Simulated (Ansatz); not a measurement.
Run report: Zr$_{16}$O$_{33}$, geometry relaxation (part 3 of 3)

The same run, continued: Zr$_{16}$O$_{33}$ (defect cell, 49 atoms in the cell); DFT PBEsol, scalar-relativistic, plane waves, PAW, PAW set soft_1, spin-polarised (Ansatz 0.2.0); cutoff 420 eV, 1×1×1 k-mesh, Fermi–Dirac smearing of 0.05 eV, collinear spins. The structure derives from an entry of the Crystallography Open Database. It belongs to a series of runs on one base structure; here: start relaxed.

Output, continued:
```
  k-point 0 ↓: bands = ["-36.9809", "-36.9103", "-36.8849", "-36.8784", "-36.8432", "-36.8222", "-36.8107", "-36.7989", "-36.7929", "-36.7889", "-36.7828", "-36.7765", "-36.7709", "-36.7639", "-36.7437", "-36.7252", "-15.8450", "-15.5806", "-15.5584", "-15.5383", "-15.5282", "-15.4928", "-15.4762", "-15.4645", "-15.4271", "-15.4084", "-15.3904", "-15.3649", "-15.3441", "-15.3235", "-15.3054", "-15.2369", "-15.2131", "-15.1652", "-15.1546", "-15.1327", "-15.1063", "-15.0970", "-15.0332", "-14.9966",
      "-14.9817", "-14.9523", "-14.9395", "-14.9324", "-14.9226", "-14.9108", "-14.9054", "-14.8925", "-14.8862", "-14.8818", "-14.8757", "-14.8688", "-14.8572", "-14.8446", "-14.8412", "-14.8342", "-14.8312", "-14.8169", "-14.8105", "-14.7999", "-14.7896", "-14.7868", "-14.7641", "-14.7101", "-10.6508", "-7.0081", "-6.3781", "-6.3472", "-6.3122", "-6.2414", "-6.2135", "-6.1793", "-6.0775", "-6.0394", "-6.0165", "-5.9646", "-5.8717", "-5.8463", "-5.7890", "-5.7378",
      "-5.6821", "-5.3586", "-5.3243", "-5.2598", "-5.2310", "-5.1546", "-5.1501", "-5.0816", "-5.0577", "-5.0454", "-5.0220", "-4.9877", "-4.9364", "-4.9174", "-4.8762", "-4.7721", "-4.0868", "3.9408", "4.7783", "4.9810", "5.4422", "5.5950", "5.8351", "5.9200", "5.9771", "6.0544", "6.1053", "6.1552", "6.1890", "6.2477", "6.3000", "6.3878", "6.4361", "6.4460", "6.4800", "6.4845", "6.5779", "6.5887", "6.6412", "6.6694",
      "6.7595", "6.8247", "6.8748", "6.9834", "7.0319", "7.0447", "7.0581", "7.0915", "7.1754", "7.2487", "7.2967", "7.3761", "7.4205", "7.5276", "7.5556", "7.5819", "7.6526", "7.7006", "7.7260", "7.7696", "7.7796", "7.8119", "7.8374", "7.9031", "7.9578", "7.9935", "8.0254", "8.1070", "8.1744", "8.2166", "8.2893", "8.3216", "8.3313", "8.3657", "8.4438", "8.4711", "8.5017", "8.6120", "8.6587", "8.6733",
      "8.7372", "8.7657", "8.8077", "8.8346", "8.8772", "8.9339", "8.9514", "8.9920", "9.0510", "9.1226", "9.1757", "9.2157", "9.2746", "9.2969", "9.3147", "9.3553", "9.3925", "9.4681", "9.5351", "9.5805", "9.6446", "9.6723", "9.7199", "9.7359", "9.7556", "9.7847", "9.8283", "9.8695", "9.9822", "10.0168", "10.0836", "10.1699", "10.2861", "10.3588", "10.6111", "14.2633", "14.5089", "14.6451", "14.7568", "14.7798",
      "14.9155", "14.9384", "14.9867", "15.0282", "15.0617", "15.0675", "15.1177", "15.1372", "15.1859", "15.2141", "15.2844", "15.3560", "15.4655", "15.5953", "15.6321", "15.7667", "15.8195", "15.8594", "15.9575", "16.0020", "16.0306", "16.1427", "16.1853", "16.2301", "16.2695", "16.3066", "16.3317", "16.3925", "16.4042", "16.5262", "16.6202", "16.6732", "16.7149", "16.7554", "16.8642", "16.9478", "16.9595", "16.9868", "17.1846", "17.2122",
      "17.3044", "17.3615", "17.3981", "17.4619", "17.5573"]
--- Relaxed structure (11 steps of the walk, 10 accepted, 0 SCFs on fresh bases) ---
  F+E_penalty+E_count = -84650.49957546 eV   max|allowed force component| = 3.215e-2 eV/Å
  atoms:
    - { symbol: Zr, position: [0.3384206800613644, 0.6194005798875719, 0.10766459283362359] }
    - { symbol: Zr, position: [0.863844891381622, 0.5937409306143943, 0.144988424059486] }
    - { symbol: Zr, position: [0.6557978145048811, 0.38531686957595035, 0.39245993816518016] }
    - { symbol: Zr, position: [0.1335221587603345, 0.41382026281305995, 0.354625690637919] }
    - { symbol: O, position: [0.2849782087424579, 0.3648673842232751, 0.16431299019202375] }
    - { symbol: O, position: [0.6098704511314738, 0.5373501344533466, 0.08817501744825487] }
    - { symbol: O, position: [0.7155142636502637, 0.6432441929296243, 0.33804327382297583] }
    - { symbol: O, position: [0.38714038051575406, 0.4724189845627006, 0.41324459982542866] }
    - { symbol: O, position: [0.8934131415802096, 0.3511800789703859, 0.23781413405992907] }
    - { symbol: O, position: [0.09605438587635463, 0.6444930447412244, 0.014082361737178233] }
    - { symbol: O, position: [0.10526381296569536, 0.6564351215084309, 0.2635426375641585] }
    - { symbol: O, position: [0.9026624061745439, 0.3547796104264582, 0.4866980791837437] }
    - { symbol: Zr, position: [0.33998165153767146, 0.6140072638786815, 0.6072820370417166] }
    - { symbol: Zr, position: [0.8711799688607049, 0.5724496752011939, 0.6441907123684188] }
    - { symbol: Zr, position: [0.6572146458410401, 0.3837971532765979, 0.8954727822862245] }
    - { symbol: Zr, position: [0.1341429298946212, 0.4063552440630126, 0.857166948539295] }
    - { symbol: O, position: [0.286876640642149, 0.3615285448000275, 0.6650929550836422] }
    - { symbol: O, position: [0.6138313953308357, 0.5362305016376318, 0.5901199249986969] }
    - { symbol: O, position: [0.7104815083164082, 0.6375137799886603, 0.8378307302717914] }
    - { symbol: O, position: [0.38585653585469865, 0.4636810222774686, 0.9155034241069273] }
    - { symbol: O, position: [0.8927787907537166, 0.3431835089998079, 0.7384907009007207] }
    - { symbol: O, position: [0.09407139333730455, 0.6431931013880785, 0.5141009315300876] }
    - { symbol: O, position: [0.09921469151485335, 0.6493597304573125, 0.7637191870941015] }
    - { symbol: O, position: [0.9001399473610625, 0.35562585892550036, 0.9876323839698088] }
    - { symbol: Zr, position: [0.8389014171014304, 0.11901148780498268, 0.1074891020951882] }
    - { symbol: Zr, position: [0.3646892274976137, 0.09295922913923886, 0.14667090043403352] }
    - { symbol: Zr, position: [0.1591920301079181, 0.8894656905665819, 0.39375912507226146] }
    - { symbol: Zr, position: [0.6338776357992744, 0.9124591022710222, 0.35872023960239474] }
    - { symbol: O, position: [0.7833753896513612, 0.8636673036598773, 0.16280861735597554] }
    - { symbol: O, position: [0.10954070875211601, 0.03836329160026443, 0.08822871387627822] }
    - { symbol: O, position: [0.21699580600036183, 0.14371014385748299, 0.3366193359679759] }
    - { symbol: O, position: [0.8937306697898666, 0.9808979397197073, 0.4037047912151464] }
    - { symbol: O, position: [0.3942611917447036, 0.8502651244760394, 0.23872033121171263] }
    - { symbol: O, position: [0.5948133368687505, 0.14495539753425546, 0.014688157908944148] }
    - { symbol: O, position: [0.6056018200309408, 0.15521730709848236, 0.26044416184799063] }
    - { symbol: O, position: [0.3950634189631411, 0.861219091362947, 0.486422090660739] }
    - { symbol: Zr, position: [0.8392719184831293, 0.1219169980265154, 0.5956565485380162] }
    - { symbol: Zr, position: [0.3740264889398668, 0.08502670848237404, 0.6443925196626695] }
    - { symbol: Zr, position: [0.1546329921318849, 0.8819193689989732, 0.89608485062408] }
    - { symbol: Zr, position: [0.6252026186721462, 0.9111790447976245, 0.8646564391789595] }
    - { symbol: O, position: [0.7994299684354833, 0.8615203933814517, 0.6737908820075171] }
    - { symbol: O, position: [0.1096250959975844, 0.04061161930404561, 0.5863981517215687] }
    - { symbol: O, position: [0.2123058946418509, 0.1358960815118779, 0.8375551186453037] }
    - { symbol: O, position: [0.8834318103360532, 0.9606291950592437, 0.9138444883754393] }
    - { symbol: O, position: [0.3860452588011844, 0.8429856420306946, 0.7440444205335317] }
    - { symbol: O, position: [0.5855866331573463, 0.16639679806594374, 0.505200659709231] }
    - { symbol: O, position: [0.6045713896775472, 0.15009966946470876, 0.7659508198976835] }
    - { symbol: O, position: [0.39828518271306024, 0.8565611069861985, 0.991254820243497] }
    - { symbol: O, position: [0.6661068011153619, 0.8928257851990697, 0.587051655892529] }
```

Trajectory as extended XYZ (Å, eV, eV/Å), 2 of the 11 frames kept, from step=1 to step=11:
```
49
Lattice="-5.1477 -5.2096 0.0000 5.1477 -5.2096 0.0000 -1.7027 0.0000 10.4956" Properties=species:S:1:pos:R:3:forces:R:3 step=1 energy=-84645.48279
Zr    1.2391   -5.0017    1.0973    0.2935   0.1379   0.1501
Zr   -1.6648   -7.6065    1.5266   -0.3208   0.0960  -0.1426
Zr   -2.0905   -5.4175    4.1505   -0.1934  -0.2564  -0.1587
Zr    0.8135   -2.8127    3.7212    0.2524  -0.1226   0.1101
O     0.0589   -3.4956    1.7947   -0.0597   0.3828  -0.1123
O    -0.4846   -6.1004    0.8292    0.0688   0.3654   0.1347
O    -0.9102   -6.9236    3.4530   -0.0018  -0.3187   0.1050
O    -0.3668   -4.3188    4.4186   -0.0799  -0.3550  -0.1279
O    -3.2433   -6.4604    2.5084    0.2978  -0.2682  -0.1143
O     2.8177   -3.8556    0.1155   -0.2830  -0.2991   0.1386
O     2.3920   -3.9588    2.7393   -0.3205   0.3332   0.1061
O    -3.6690   -6.5636    5.1323    0.3471   0.3199  -0.0788
Zr    0.3878   -5.0017    6.3451    0.3298   0.1146   0.2041
Zr   -2.5162   -7.6065    6.7744   -1.2890   0.8094  -0.2827
Zr   -2.9419   -5.4175    9.3983   -0.3130  -0.0626  -0.1225
Zr   -0.0379   -2.8127    8.9690    0.1159  -0.0806   0.0056
O    -0.7925   -3.4956    7.0425    0.3413  -0.1129  -0.0359
O    -1.3359   -6.1004    6.0769   -0.0869   0.1527   0.1859
O    -1.7616   -6.9236    8.7008    0.2273  -0.6128  -0.0293
O    -1.2182   -4.3188    9.6664   -0.0544  -0.4102  -0.0851
O    -4.0947   -6.4604    7.7562    0.5122  -0.3399  -0.0026
O     1.9663   -3.8556    5.3632   -0.1461  -0.1822   0.2162
O     1.5406   -3.9588    7.9871   -0.1409   0.4176   0.0215
O    -4.5204   -6.5636   10.3801    0.3004   0.3191  -0.0936
Zr   -3.9086   -5.0017    1.0973    0.2863   0.0630   0.1615
Zr   -1.6648   -2.3969    1.5266   -0.2656   0.1335  -0.1011
Zr    3.0572   -5.4175    4.1505   -0.3137  -0.1907  -0.1127
Zr    0.8135   -8.0223    3.7212    0.1448   0.0034   0.4694
O     0.0589   -8.7052    1.7947   -0.0462   0.3748  -0.1462
O    -0.4846   -0.8908    0.8292    0.0633   0.3915   0.1321
O    -0.9102   -1.7140    3.4530    0.0802  -0.4179   0.1010
O    -0.3668   -9.5284    4.4186   -0.1229  -0.3760  -0.1643
O     1.9044   -6.4604    2.5084    0.2806  -0.3084  -0.1688
O    -2.3300   -3.8556    0.1155   -0.3413  -0.2689   0.1251
O    -2.7557   -3.9588    2.7393   -0.2762   0.2804   0.1610
O     1.4787   -6.5636    5.1323    0.8600   1.2999  -1.0539
Zr   -4.7599   -5.0017    6.3451    1.0524  -0.4163  -0.5786
Zr   -2.5162   -2.3969    6.7744    2.6199   1.2526   0.7057
Zr    2.2058   -5.4175    9.3983   -0.3601  -0.2880  -0.1972
Zr   -0.0379   -8.0223    8.9690    0.5483   0.2362   1.2068
O    -0.7925   -8.7052    7.0425   -3.1436   0.0317   2.1117
O    -1.3359   -0.8908    6.0769    0.0320   1.0255   0.0964
O    -1.7616   -1.7140    8.7008    0.0914  -0.2630   0.3425
O    -1.2182   -9.5284    9.6664    0.0733  -0.2509  -0.2455
O     1.0530   -6.4604    7.7562    0.3447   1.9812   1.6885
O    -3.1814   -3.8556    5.3632    2.0357  -1.2358  -2.0106
O    -3.6071   -3.9588    7.9871    1.0218  -2.2987   4.1958
O     0.6273   -6.5636   10.3801    0.2234   0.1998  -0.1865
O     0.8016   -8.1507    6.5745   -4.6856  -0.9861  -6.5233
49
Lattice="-5.1477 -5.2096 0.0000 5.1477 -5.2096 0.0000 -1.7027 0.0000 10.4956" Properties=species:S:1:pos:R:3:forces:R:3 step=11 energy=-84650.49957
Zr    1.2631   -4.9899    1.1300   -0.0020  -0.0003  -0.0046
Zr   -1.6373   -7.5934    1.5217    0.0010  -0.0008  -0.0043
Zr   -2.0606   -5.4238    4.1191   -0.0009  -0.0022  -0.0123
Zr    0.8391   -2.8514    3.7220    0.0007   0.0032  -0.0087
O     0.1315   -3.3854    1.7246    0.0006  -0.0030   0.0036
O    -0.5235   -5.9766    0.9254   -0.0008   0.0017   0.0013
O    -0.9476   -7.0786    3.5480   -0.0037   0.0096  -0.0003
O    -0.2647   -4.4780    4.3372    0.0026   0.0010   0.0082
O    -3.1962   -6.4838    2.4960    0.0012  -0.0025   0.0028
O     2.7992   -3.8580    0.1478   -0.0001   0.0006  -0.0009
O     2.3885   -3.9681    2.7660    0.0013   0.0004   0.0055
O    -3.6491   -6.5508    5.1082    0.0009   0.0022   0.0042
Zr    0.3766   -4.9699    6.3738   -0.0052   0.0036   0.0031
Zr   -2.6347   -7.5207    6.7612   -0.0150   0.0069   0.0073
Zr   -2.9322   -5.4233    9.3985   -0.0026  -0.0002   0.0135
Zr   -0.0583   -2.8158    8.9965   -0.0082   0.0072   0.0095
O    -0.7482   -3.3779    6.9805    0.0063  -0.0100  -0.0084
O    -1.4043   -5.9914    6.1936    0.0023   0.0029   0.0039
O    -1.8022   -7.0225    8.7935   -0.0005  -0.0030  -0.0058
O    -1.1582   -4.4258    9.6087    0.0009   0.0000  -0.0015
O    -4.0866   -6.4389    7.7509    0.0086  -0.0034   0.0000
O     1.9513   -3.8409    5.3958   -0.0007   0.0008   0.0062
O     1.5316   -3.8998    8.0157   -0.0003  -0.0001  -0.0127
O    -4.4847   -6.5420   10.3658    0.0013  -0.0003  -0.0045
Zr   -3.8888   -4.9903    1.1282   -0.0003   0.0020   0.0006
Zr   -1.6485   -2.3842    1.5394    0.0000   0.0029  -0.0084
Zr    3.0888   -5.4631    4.1327   -0.0048  -0.0053  -0.0176
Zr    0.8232   -8.0558    3.7650    0.0006  -0.0078  -0.0180
O     0.1361   -8.5804    1.7088   -0.0005   0.0036   0.0040
O    -0.5166   -0.7705    0.9260   -0.0037  -0.0019  -0.0023
O    -0.9504   -1.8791    3.5330    0.0016  -0.0016   0.0055
O    -0.2387   -9.7661    4.2371   -0.0100  -0.0048   0.0154
O     1.9409   -6.4835    2.5055    0.0012  -0.0018   0.0037
O    -2.3407   -3.8539    0.1542   -0.0002   0.0003  -0.0054
O    -2.7619   -3.9636    2.7335    0.0032  -0.0018   0.0112
O     1.5714   -6.5447    5.1053   -0.0021  -0.0013   0.0125
Zr   -4.7070   -5.0074    6.2518    0.0093  -0.0100  -0.0045
Zr   -2.5849   -2.3915    6.7633    0.0095   0.0143   0.0227
Zr    2.2181   -5.4000    9.4049    0.0097  -0.0092   0.0039
Zr   -0.0002   -8.0039    9.0751   -0.0007  -0.0051   0.0230
O    -0.8277   -8.6529    7.0718    0.0131  -0.0047   0.0029
O    -1.3537   -0.7827    6.1546    0.0011  -0.0030  -0.0004
O    -1.8195   -1.8140    8.7906    0.0020  -0.0086  -0.0084
O    -1.1586   -9.6068    9.5913    0.0014   0.0028  -0.0036
O     1.0853   -6.4028    7.8092   -0.0055   0.0031  -0.0092
O    -3.0181   -3.9175    5.3024   -0.0126   0.0047   0.0150
O    -3.6437   -3.9315    8.0391    0.0008   0.0054  -0.0122
O     0.6712   -6.5372   10.4038   -0.0021   0.0014  -0.0030
O     0.1675   -8.1214    6.1614    0.0013   0.0120  -0.0322
```

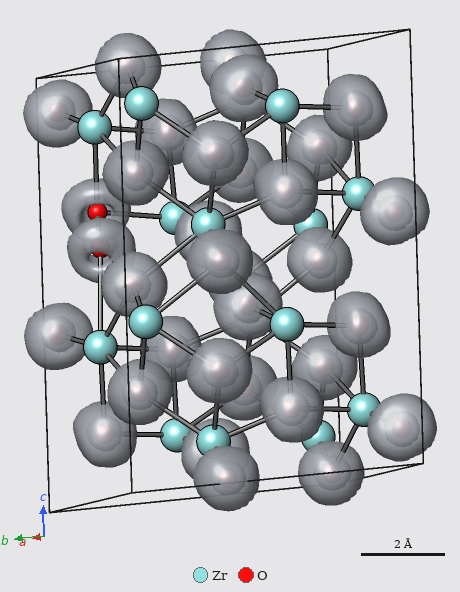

Figure 1. Isosurface of the ELF at 0.75 (grey), seen at an oblique angle. Only the valence region is drawn (cores and ρ < 0.01 e/Å³ removed). Sticks mark near contacts. The outline is the calculation cell. Profiles from the grid: O–O (1.45 Å): the ELF peaks at about 0.70 between the atoms. Zr–O (2.03 Å): the ELF peaks at about 0.85 in the valence shell of O, 0.6 Å from its nucleus, and drops to about 0.25 between the two atoms. Core electrons are frozen (PAW), so the fields are smoothed inside the atomic spheres.

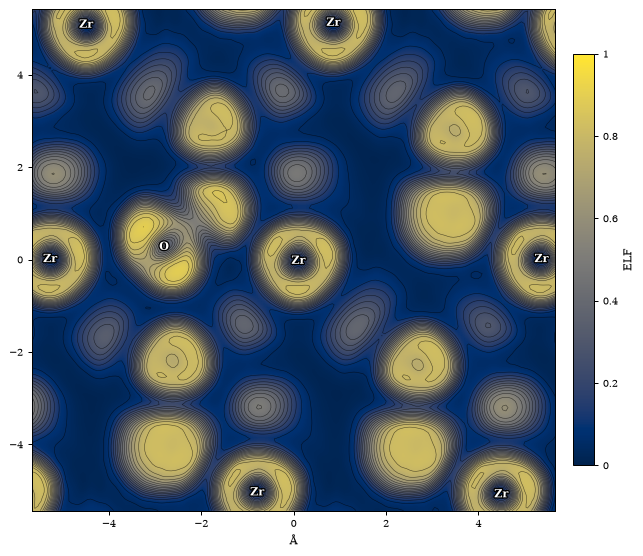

Figure 2. Electron localisation function on the (110) plane of the calculation cell. The strong features right at Zr lie inside the PAW spheres (semicore, d or f shells) and say nothing about bonding.

Key numbers:

- outcome: converged
- electrons treated: 390
- free energy: −84650.4996 eV
- Fermi energy: 12.437 eV
- gap on the k-point mesh: 3.65 eV
- net moment of the cell: 0.00 μB
- integrated absolute moment: 0.00 μB
- final volume: 562.93 Å³
- largest force (length of the vector) at the end: 0.034 eV/Å
- wall time: 93 s (CPU time 6 min)
- peak memory: 1.1 GiB

Notes:

Warnings of the run: the PAW datasets were made with another functional; some starting moments were not kept. The input asks for low accuracy. So coarse a mesh can miss the band edges, so the true gap of this method can be much smaller, or zero. The k-point mesh is coarse for a cell of this size, so the results may not be converged.
